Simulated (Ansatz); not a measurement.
A periodic structure is given below.

```
Al Ni
1.0
     3.64547    0.00000    0.00000
     0.00000    3.64547    0.00000
     0.00000    0.00000    5.60378
Al Ni
2 6
Direct
  0.50000 0.50000 0.00000
  0.00000 0.00000 0.50000
  0.00000 0.50000 0.25000
  0.00000 0.00000 0.00000
  0.50000 0.00000 0.25000
  0.50000 0.00000 0.75000
  0.50000 0.50000 0.50000
  0.00000 0.50000 0.75000
```

> Work out the structure from the coordinates.

Formula: AlNi3. The structure has I4/mmm (No. 139) symmetry and a body-centred tetragonal lattice. In the cell are 2 Al, 6 Ni, which makes 2 formula units. With all contacts inside bonding distance counted, the coordination numbers are Al 8 and Ni 8. Not all metal-metal contacts are counted.

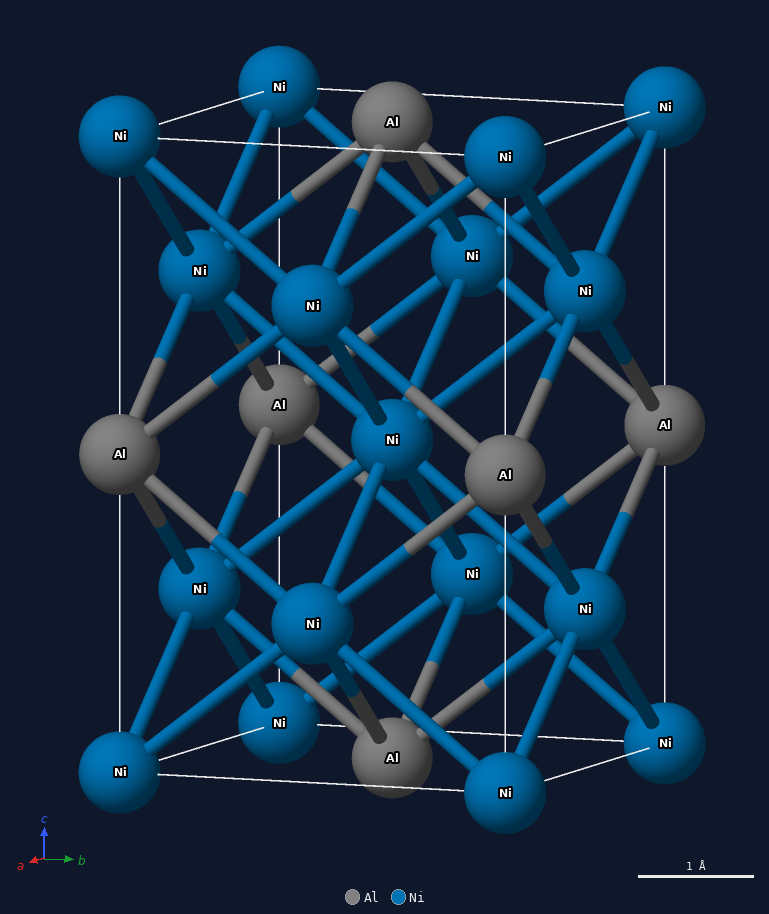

This ball-and-stick model is shown slightly off an axis. The box is the conventional unit cell; atoms on or close to its faces, edges and corners are drawn wherever they repeat. Colours: aluminium grey, nickel blue.

Provenance: a structure listed in the Materials Project. The cell was then strained or its atoms displaced on purpose. It went into a calculation with Ansatz.

At this level of theory the run's own cell isn't at rest (compressed, at 49 GPa), so its distances can differ from those at equilibrium, the more so the softer the solid.
